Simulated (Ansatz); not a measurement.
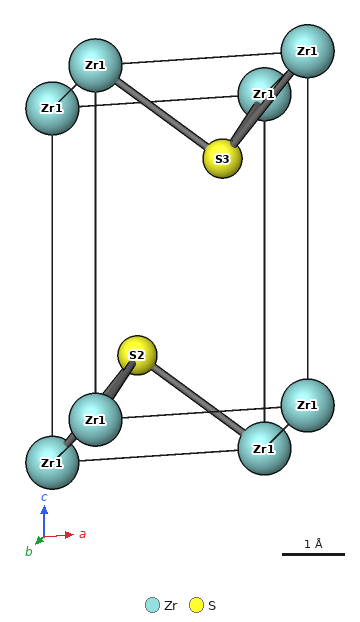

Figure 1. The structure as given in the input (ball-and-stick view of the cell of the calculation, seen at an oblique angle; atoms are numbered from 1 in the order of the input). Near neighbours in the crystal (not all of them lie inside the picture): Zr has 6 S at 2.55 Å; S has 3 Zr at 2.55 Å.

## From ZrS2 to ZrS2

System: ZrS2 (3 atoms in the cell).
Method of run 1: DFT PBE+D3(BJ), scalar-relativistic, plane waves, PAW, PAW set soft_1, no spin polarisation (Ansatz 0.2.0).
System of run 2: ZrS2 (slab, 3 atoms in the cell).

On run 1: The structure derives from an entry of the Crystallography Open Database. On run 2: The structure derives from an entry of the Crystallography Open Database. Text and figures count atoms from 1; the logs count them from 0 in places.

## Input file, run 1
```yaml
crystal:
  lattice:
    - [3.6299990406, 0.0, 0.0]
    - [-1.8149995203, 3.1436713848, 0.0]
    - [0.0, 0.0, 5.85]
  atoms:
    - { symbol: Zr, position: [0.0, 0.0, 0.0] }
    - { symbol: S, position: [0.3333333333, 0.6666666667, 0.2492] }
    - { symbol: S, position: [0.6666666667, 0.3333333333, 0.7508] }
basis:
  ecutwfc: 420
kpoints:
  mp_grid: { grid: [9, 9, 6] }
hamiltonian:
  xc: pbe
  pseudopotentials: { kind: paw, azcp: { folder: soft_1 } }
  dispersion: d3bj
scf:
  occupations: { method: gaussian, width: 0.02 }
output:
  forces: true
  stress: true
  eigenvalues: true
relax:
  adjacent_minimum: "off"
  f_tol: 0.005
  max_steps: 80
  cell: { stress_tol: 0.05 }
```

Command:
```bash
ansatz run input.yaml --threads 1 --pin off --max-ram 3072MiB --backend cpu --events-out ev --progress --plain --runs-dir out
```

Hardware: 1 thread of Arm Neoverse V1, 24 GiB of memory available, shared host.

## Output, shortened to warnings, some set-up lines, iterations and results (run 1)
```
Basis set: ecut = 420 eV, 1303 PW (Γ), exchange–correlation on 50×50×80 points (8 copies of the dense FFT grid, shifted against one another)
Symmetry: 12 space group operations
k-points: 62 of 486
Initial density: superposition of atomic densities (chi_scale 0.1, normalization cell, long waves kept (reshape's long-wave potential 0.06 eV rms))
[...]
SCF iter   1: F=—  HF=-5994.900355 eV  |F-HF|=—  |Δ(HF+E_count)|=         —  Δρ=4.96e-2  dr2=5.72e0  ethr=3.10e-3  ⟨swp⟩=6.5  Hψ=6159  notcnv=0
SCF iter   2: F=—  HF=-5993.939369 eV  |F-HF|=—  |Δ(HF+E_count)|=   9.61e-1  Δρ=2.33e-2  dr2=1.28e0  ethr=3.10e-3  ⟨swp⟩=3.0  Hψ=2085  notcnv=0
SCF iter   3: F=—  HF=-5993.683318 eV  |F-HF|=—  |Δ(HF+E_count)|=   2.56e-1  Δρ=5.34e-3  dr2=2.54e-2  ethr=3.10e-3  ⟨swp⟩=2.8  Hψ=1676  notcnv=0
SCF iter   4: F=—  HF=-5993.686570 eV  |F-HF|=—  |Δ(HF+E_count)|=   3.25e-3  Δρ=1.26e-3  dr2=2.35e-3  ethr=1.06e-4  ⟨swp⟩=2.1  Hψ=1939  notcnv=0
SCF iter   5: F=—  HF=-5993.687346 eV  |F-HF|=—  |Δ(HF+E_count)|=   7.77e-4  Δρ=4.51e-4  dr2=2.05e-4  ethr=9.79e-6  ⟨swp⟩=2.0  Hψ=1653  notcnv=0
[... 30 lines ...]
SCF iter   4: F=—  HF=-5993.692948 eV  |F-HF|=—  |Δ(HF+E_count)|=   1.28e-8  Δρ=8.58e-7  dr2=5.39e-10  ethr=4.35e-11  ⟨swp⟩=2.5  Hψ=1568  notcnv=0
SCF iter   5: F=—  HF=-5993.692948 eV  |F-HF|=—  |Δ(HF+E_count)|=  1.71e-10  Δρ=5.59e-7  dr2=2.77e-10  ethr=2.25e-12  ⟨swp⟩=2.3  Hψ=1461  notcnv=0
SCF iter   6: F=-5993.692948 eV  HF=-5993.692948 eV  |F-HF|=6.37e-12  |Δ(HF+E_count)|=  6.28e-11  Δρ=1.04e-7  dr2=1.66e-11  ethr=1.00e-12  ⟨swp⟩=6.0  Hψ=5561  notcnv=0
SCF 5 converged in 6 iterations: F = -5993.692948 eV  dr2 = 1.66e-11
relax step   5: F+E_penalty+E_count = -5993.69294841 eV  Δ(F+E_penalty+E_count) = +7.241e-5 eV  max|allowed force component| = 2.601e-3 eV/Å  Δτ_max = 0.0000 Å  P = -0.033 …
basis re-selected at this cell: Δ(F+E_penalty+E_count) = +7.241e-5 eV, ΔP = +0.000 GPa vs the last step (what re-selecting the basis moved, of the pressure what is left beyond the Pulay correction that the steps carried, after the strain that the cell walked since its last selection, with what the …
SCF converged after 6 iterations
Free energy (F): -5993.692948 eV
Harris-Foulkes:  -5993.692948 eV  (|F-HF|=6.37e-12)
Internal energy: -5993.692948 eV  (E = F + TS)
E sigma→0 (E₀):  -5993.692948 eV
Fermi energy:    8.125747 eV
--- Per-component energies (eV) ---
  E_band       = -152.817880
  E_kinetic    = 527.791541
  E_local      = -1211.557501  (includes V_loc(G=0)·N_el)
  E_nonlocal   = 141.724311
  E_hartree    = 425.896266
  E_xc         = -333.641645
  E_vxc        = -349.584209  (∫ρ·V_xc dr)
  E_paw        = -4180.428941  (= ΣΔE_a)
  E_vpaw       = -112.984441  (= ΣTr[D̂ρ^β])
  E_aug_tail   = -0.000024  (compensation charges beyond the density's cutoff)
  E_ewald      = -1362.387592
  E_disp       = -1.089363  (pairwise vdW)
  E_smearing   = -0.000000  (= −TS)
  E_closure    = -0.000000  (closes the sum)
  Σ components = -5993.692948   (vs F -5993.692948, Δ=0.00e0)
--- Forces (eV/Å), atoms counted from 1 ---
  atom   1  Zr     0.00000000     0.00000000     0.00000000
  atom   2  S      0.00000000     0.00000000    -0.00260067
  atom   3  S      0.00000000     0.00000000     0.00260067
  max |Σ_I F_I| component: 1.85e-17 eV/Å
--- Stress (GPa, compression-positive) ---
       -0.032358       0.000000       0.000000
        0.000000      -0.032358       0.000000
        0.000000       0.000000      -0.035060
  P = ⅓ Tr σ = -0.0333 GPa (-0.333 kbar)
--- Relaxed structure (4 steps of the walk, 4 accepted, 1 SCFs on fresh bases) ---
  F+E_penalty+E_count = -5993.69294841 eV   max|allowed force component| = 2.601e-3 eV/Å   (the final SCF, on the basis selected at the relaxed cell)
  cell:  # Å, volume = 65.5032 Å³
    - [3.6357706610404343, -8.272213355951479e-33, 2.297837043319855e-33]
    - [-1.8178853305202172, 3.1486697547951574, -2.3629311291853543e-18]
    - [-1.03687550186772e-32, -4.39713488261236e-18, 5.721881015576726]
  atoms:
    - { symbol: Zr, position: [-8.187905241168911e-34, 2.252717931598474e-34, 1.8546030753437107e-68] }
[...]
```

The input of run 2 differs as follows (lines with − go, lines with + come):
```diff
-    - [3.6299990406, 0.0, 0.0]
-    - [-1.8149995203, 3.1436713848, 0.0]
-    - [0.0, 0.0, 5.85]
+    - [3.635770661, 0.0, 0.0]
+    - [-1.8178853305, 3.1486697548, 0.0]
+    - [0.0, 0.0, 31.8416303012]
-    - { symbol: Zr, position: [0.0, 0.0, 0.0] }
-    - { symbol: S, position: [0.3333333333, 0.6666666667, 0.2492] }
-    - { symbol: S, position: [0.6666666667, 0.3333333333, 0.7508] }
+    - { symbol: S, position: [0.6666666667, 0.3333333333, 0.4541352763] }
+    - { symbol: Zr, position: [0.0, 0.0, 0.5] }
+    - { symbol: S, position: [0.3333333333, 0.6666666667, 0.5458647237] }
+  periodic: [true, true, false]
-  mp_grid: { grid: [9, 9, 6] }
+  mp_grid: { grid: [9, 9, 1] }
+  write_density: true
+  write_potential: true
+  elf: true
+  volumetric_format: npy
-  cell: { stress_tol: 0.05 }
+  cell: { stress_2d_tol: 0.02 }
```

Predict how the results change.

The total energies belong to different systems, so their difference says nothing on which is more stable or more accurate. The gap on the mesh goes from 0.70 to 1.13 eV. The SCF takes 33 iterations over all geometry steps against 30. The irreducible k-points go from 62 to 12. On the same kind of shared host run 2 took about 1.6 times as long. The two runs start from different initial densities, which also moves the count.

## Output, shortened to warnings, some set-up lines, iterations and results (run 2)
```
Basis set: ecut = 420 eV, 7019 PW (Γ), exchange–correlation on 50×50×432 points (8 copies of the dense FFT grid, shifted against one another)
Symmetry: 12 space group operations
k-points: 12 of 81
Initial density: superposition of atomic densities (neutral atoms: chi_scale 0, normalization atom)
[...]
SCF iter   1: F=—  HF=-5994.222610 eV  |F-HF|=—  |Δ(HF+E_count)|=         —  Δρ=2.18e-2  dr2=2.77e0  ethr=3.10e-3  ⟨swp⟩=17.4  Hψ=2085  notcnv=0
SCF iter   2: F=—  HF=-5993.536655 eV  |F-HF|=—  |Δ(HF+E_count)|=   6.86e-1  Δρ=1.13e-2  dr2=8.11e-1  ethr=3.10e-3  ⟨swp⟩=4.8  Hψ=682  notcnv=0
SCF iter   3: F=—  HF=-5993.447621 eV  |F-HF|=—  |Δ(HF+E_count)|=   8.90e-2  Δρ=6.20e-3  dr2=3.24e-1  ethr=3.10e-3  ⟨swp⟩=4.5  Hψ=493  notcnv=0
SCF iter   4: F=—  HF=-5993.395821 eV  |F-HF|=—  |Δ(HF+E_count)|=   5.18e-2  Δρ=3.14e-3  dr2=4.29e-2  ethr=1.35e-3  ⟨swp⟩=2.2  Hψ=347  notcnv=0
SCF iter   5: F=—  HF=-5993.397820 eV  |F-HF|=—  |Δ(HF+E_count)|=   2.00e-3  Δρ=8.15e-4  dr2=3.68e-3  ethr=1.79e-4  ⟨swp⟩=3.8  Hψ=438  notcnv=0
[... 33 lines ...]
SCF iter   5: F=—  HF=-5993.398684 eV  |F-HF|=—  |Δ(HF+E_count)|=   5.14e-8  Δρ=1.28e-7  dr2=6.37e-11  ethr=2.84e-12  ⟨swp⟩=2.6  Hψ=297  notcnv=0
SCF iter   6: F=—  HF=-5993.398684 eV  |F-HF|=—  |Δ(HF+E_count)|=   7.17e-8  Δρ=3.32e-8  dr2=1.09e-11  ethr=1.00e-12  ⟨swp⟩=2.3  Hψ=258  notcnv=0
SCF iter   7: F=-5993.398684 eV  HF=-5993.398684 eV  |F-HF|=4.55e-11  |Δ(HF+E_count)|=  4.83e-10  Δρ=8.25e-9  dr2=4.64e-13  ethr=1.00e-12  ⟨swp⟩=11.2  Hψ=1353  notcnv=0
SCF 5 converged in 7 iterations: F = -5993.398684 eV  dr2 = 4.64e-13
relax step   5: F+E_penalty+E_count = -5993.39868407 eV  Δ(F+E_penalty+E_count) = -2.579e-5 eV  max|allowed force component| = 3.329e-5 eV/Å  Δτ_max = 0.0000 Å  P = +0.000 …
basis re-selected at this cell: Δ(F+E_penalty+E_count) = -2.579e-5 eV, ΔP = -0.000 N/m vs the last step (what re-selecting the basis moved, of the pressure what is left beyond the Pulay correction that the steps carried, after the strain that the cell walked since its last selection, with what the …
SCF converged after 7 iterations
Free energy (F): -5993.398684 eV
Harris-Foulkes:  -5993.398684 eV  (|F-HF|=4.55e-11)
Internal energy: -5993.398684 eV  (E = F + TS)
E sigma→0 (E₀):  -5993.398684 eV
Fermi energy:    -5.839522 eV
--- Per-component energies (eV) ---
  E_band       = -485.149533
  E_kinetic    = 526.801458
  E_local      = -30876.248730  (includes V_loc(G=0)·N_el)
  E_nonlocal   = 141.547906
  E_hartree    = 15092.284234
  E_xc         = -333.186400
  E_vxc        = -348.915393  (∫ρ·V_xc dr)
  E_paw        = -4180.361049  (= ΣΔE_a)
  E_vpaw       = -112.903188  (= ΣTr[D̂ρ^β])
  E_aug_tail   = -0.000024  (compensation charges beyond the density's cutoff)
  E_ewald      = 13636.500385
  E_disp       = -0.736464  (pairwise vdW)
  E_smearing   = -0.000000  (= −TS)
  E_closure    = -0.000000  (closes the sum)
  Σ components = -5993.398684   (vs F -5993.398684, Δ=0.00e0)
--- Forces (eV/Å), atoms counted from 1 ---
  atom   1  S      0.00000000    -0.00000000    -0.00003329
  atom   2  Zr     0.00000000     0.00000000     0.00000000
  atom   3  S      0.00000000     0.00000000     0.00003329
  max |Σ_I F_I| component: 6.78e-21 eV/Å
--- 2D stress c σ (N/m, compression-positive) ---
        0.000243      -0.000000      -0.000000
        0.000000       0.000243      -0.000000
       -0.000000      -0.000000       0.000000
  P = ½ c Tr σ = 0.0002 N/m
--- Relaxed structure (4 steps of the walk, 4 accepted, 1 SCFs on fresh bases) ---
  F+E_penalty+E_count = -5993.39868407 eV   max|allowed force component| = 3.329e-5 eV/Å   (the final SCF, on the basis selected at the relaxed cell)
  cell:  # Å, volume = 367.1430 Å³
    - [3.6488385571897455, 0.0, 4.186595585314005e-81]
    - [-1.8244192785948727, 3.1599868848344776, 1.4081502044111737e-81]
    - [3.6665686941512174e-80, 3.540917953439344e-80, 31.8416303012]
  atoms:
    - { symbol: S, position: [0.6666666666666666, 0.3333333333333333, 0.454192825676626] }
    - { symbol: Zr, position: [-4.0159270849381414e-34, -1.6311057001884147e-34, 0.5000000000000001] }
[...]
```

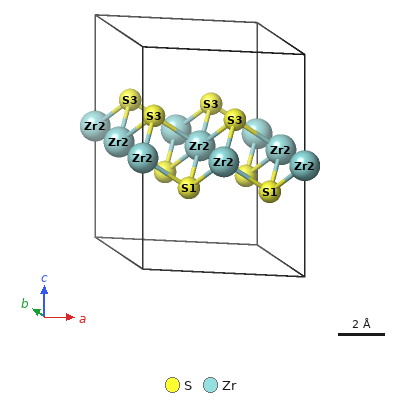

Figure 2. The input structure of run 2 (ball-and-stick view of the 2 × 2 repeat of the cell, with the vacuum cut short, seen slightly off an axis; atoms are numbered from 1 in the order of the input).

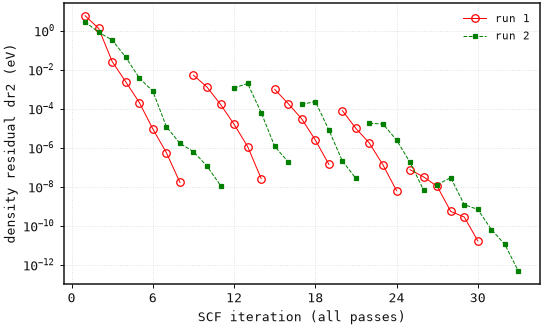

Figure 3. Convergence of the two runs: density residual dr2 against the SCF iteration. A break in a curve parts two SCF passes. Run 1 takes 30 iterations in all, and run 2 takes 33.

## The two runs side by side

| quantity | run 1 | run 2 |
| --- | --- | --- |
| outcome | converged | converged |
| free energy per atom (eV) | −1997.8976 | −1997.7996 |
| gap on the mesh (eV) | 0.70 | 1.13 |
| pressure (GPa) | −0.03 | – |
| volume per atom (Å³) | 21.83 | – |
| largest force (eV/Å) | 0.003 | 0.000 |
| SCF iterations | 30 | 33 |
| irreducible k-points | 62 | 12 |
| work function (eV) | – | 5.84 |
| wall time (shared host) | 20 s | 31 s |
